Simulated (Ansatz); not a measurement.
## Electronic structure of AlGa26As27 (cell with a defect) in real space

Input file:

```
crystal:
  lattice:
    - [0.0, 8.48055, 8.48055]
    - [8.48055, 0.0, 8.48055]
    - [8.48055, 8.48055, 0.0]
  atoms:
    - { symbol: Al, position: [0.0, 0.0, 0.0] }
    - { symbol: Ga, position: [0.0, 0.0, 0.3333333333] }
    - { symbol: Ga, position: [0.0, 0.0, 0.6666666667] }
    - { symbol: Ga, position: [0.0, 0.3333333333, 0.0] }
    - { symbol: Ga, position: [0.0, 0.3333333333, 0.3333333333] }
    - { symbol: Ga, position: [0.0, 0.3333333333, 0.6666666667] }
    - { symbol: Ga, position: [0.0, 0.6666666667, 0.0] }
    - { symbol: Ga, position: [0.0, 0.6666666667, 0.3333333333] }
    - { symbol: Ga, position: [0.0, 0.6666666667, 0.6666666667] }
    - { symbol: Ga, position: [0.3333333333, 0.0, 0.0] }
    - { symbol: Ga, position: [0.3333333333, 0.0, 0.3333333333] }
    - { symbol: Ga, position: [0.3333333333, 0.0, 0.6666666667] }
    - { symbol: Ga, position: [0.3333333333, 0.3333333333, 0.0] }
    - { symbol: Ga, position: [0.3333333333, 0.3333333333, 0.3333333333] }
    - { symbol: Ga, position: [0.3333333333, 0.3333333333, 0.6666666667] }
    - { symbol: Ga, position: [0.3333333333, 0.6666666667, 0.0] }
    - { symbol: Ga, position: [0.3333333333, 0.6666666667, 0.3333333333] }
    - { symbol: Ga, position: [0.3333333333, 0.6666666667, 0.6666666667] }
    - { symbol: Ga, position: [0.6666666667, 0.0, 0.0] }
    - { symbol: Ga, position: [0.6666666667, 0.0, 0.3333333333] }
    - { symbol: Ga, position: [0.6666666667, 0.0, 0.6666666667] }
    - { symbol: Ga, position: [0.6666666667, 0.3333333333, 0.0] }
    - { symbol: Ga, position: [0.6666666667, 0.3333333333, 0.3333333333] }
    - { symbol: Ga, position: [0.6666666667, 0.3333333333, 0.6666666667] }
    - { symbol: Ga, position: [0.6666666667, 0.6666666667, 0.0] }
    - { symbol: Ga, position: [0.6666666667, 0.6666666667, 0.3333333333] }
    - { symbol: Ga, position: [0.6666666667, 0.6666666667, 0.6666666667] }
    - { symbol: As, position: [0.0833333333, 0.0833333333, 0.0833333333] }
    - { symbol: As, position: [0.0833333333, 0.0833333333, 0.4166666667] }
    - { symbol: As, position: [0.0833333333, 0.0833333333, 0.75] }
    - { symbol: As, position: [0.0833333333, 0.4166666667, 0.0833333333] }
    - { symbol: As, position: [0.0833333333, 0.4166666667, 0.4166666667] }
    - { symbol: As, position: [0.0833333333, 0.4166666667, 0.75] }
    - { symbol: As, position: [0.0833333333, 0.75, 0.0833333333] }
    - { symbol: As, position: [0.0833333333, 0.75, 0.4166666667] }
    - { symbol: As, position: [0.0833333333, 0.75, 0.75] }
    - { symbol: As, position: [0.4166666667, 0.0833333333, 0.0833333333] }
    - { symbol: As, position: [0.4166666667, 0.0833333333, 0.4166666667] }
    - { symbol: As, position: [0.4166666667, 0.0833333333, 0.75] }
    - { symbol: As, position: [0.4166666667, 0.4166666667, 0.0833333333] }
    - { symbol: As, position: [0.4166666667, 0.4166666667, 0.4166666667] }
    - { symbol: As, position: [0.4166666667, 0.4166666667, 0.75] }
    - { symbol: As, position: [0.4166666667, 0.75, 0.0833333333] }
    - { symbol: As, position: [0.4166666667, 0.75, 0.4166666667] }
    - { symbol: As, position: [0.4166666667, 0.75, 0.75] }
    - { symbol: As, position: [0.75, 0.0833333333, 0.0833333333] }
    - { symbol: As, position: [0.75, 0.0833333333, 0.4166666667] }
    - { symbol: As, position: [0.75, 0.0833333333, 0.75] }
    - { symbol: As, position: [0.75, 0.4166666667, 0.0833333333] }
    - { symbol: As, position: [0.75, 0.4166666667, 0.4166666667] }
    - { symbol: As, position: [0.75, 0.4166666667, 0.75] }
    - { symbol: As, position: [0.75, 0.75, 0.0833333333] }
    - { symbol: As, position: [0.75, 0.75, 0.4166666667] }
    - { symbol: As, position: [0.75, 0.75, 0.75] }
kpoints:
  mp_grid: { grid: [3, 3, 3] }
scf:
  occupations: { method: fermi_dirac, width: 0.01 }
hamiltonian:
  xc: pbe
  pseudopotentials: { kind: paw, frozen_core: stored }
output:
  forces: true
  stress: true
  populations: true
  efg: { quadrupole_moments_barn: { Al: 0.1466, Ga: 0.107, As: 0.311 } }
  write_density: true
  write_potential: true
  elf: true
  volumetric_format: npy
relax:
  f_tol: 0.02
  max_steps: 50
```

Run with:

```sh
ansatz run input.yaml --threads 4 --pin off --max-ram 8192MiB --backend cpu --events-out ev --progress --plain --runs-dir out
```

The fields are those of the relaxed geometry.

Computed pressure about 3 GPa in this cell.

Computed with DFT, PBE, plane-wave PAW, default files, scalar-relativistic, frozen cores (Ansatz 0.2.0).

In a PAW calculation such maps are meaningful between the atoms, not at the nuclei.

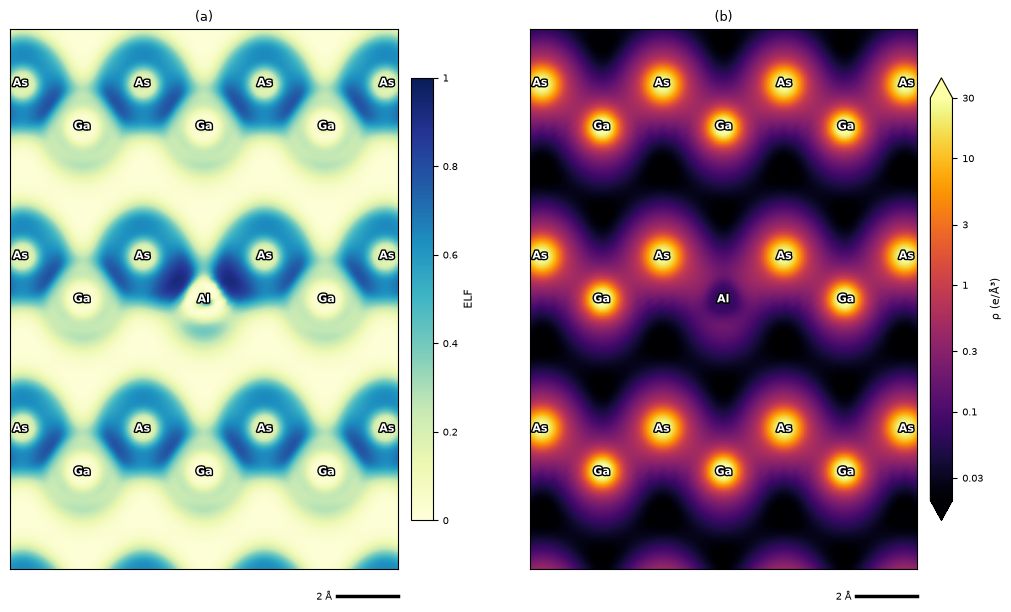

Figure 1. (a) ELF; (b) valence electron density on the (011̄) plane of the calculation cell.

Read the bonding off the picture.

Answer. The section cuts through Al, Ga and As sites. Al–As (2.44 Å): the density is about 0.49 e/Å³ at the midpoint; the ELF peaks at about 0.95 between the atoms: localised, covalent bonding. Ga–As (2.45 Å): ρ is about 0.5 e/Å³ halfway; the ELF peaks at about 0.80 between the atoms (a covalent bond). Between the atoms the lowest density in this plane is 0.01 e/Å³. The features right at Ga lie inside the PAW spheres, where the map follows smoothed inner orbitals and isn't to be read closely.

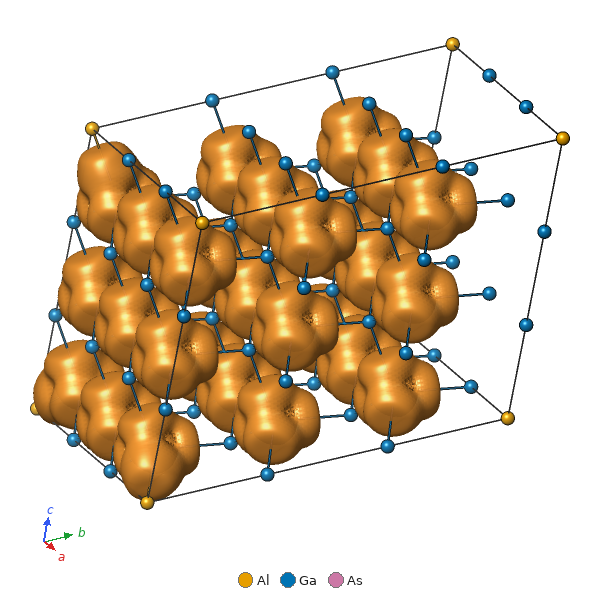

Figure 2. Isosurface of the electron localisation function at 0.6 (orange), seen slightly off an axis. Only the valence region is drawn (cores and ρ < 0.01 e/Å³ removed). Sticks mark near contacts.

What do the ELF domains correspond to?

Answer. At this value the surface marks out 27 regions on As in which the atom's valence shell and bonds are merged, counted in one cell of 54 atoms. Any copies at cell faces, edges or corners count once.

Does the calculation give a band gap?

Answer. It is gapped, with a Kohn–Sham gap of 0.56 eV on the k-point mesh (the band edges may lie off the mesh, which would make the gap smaller).
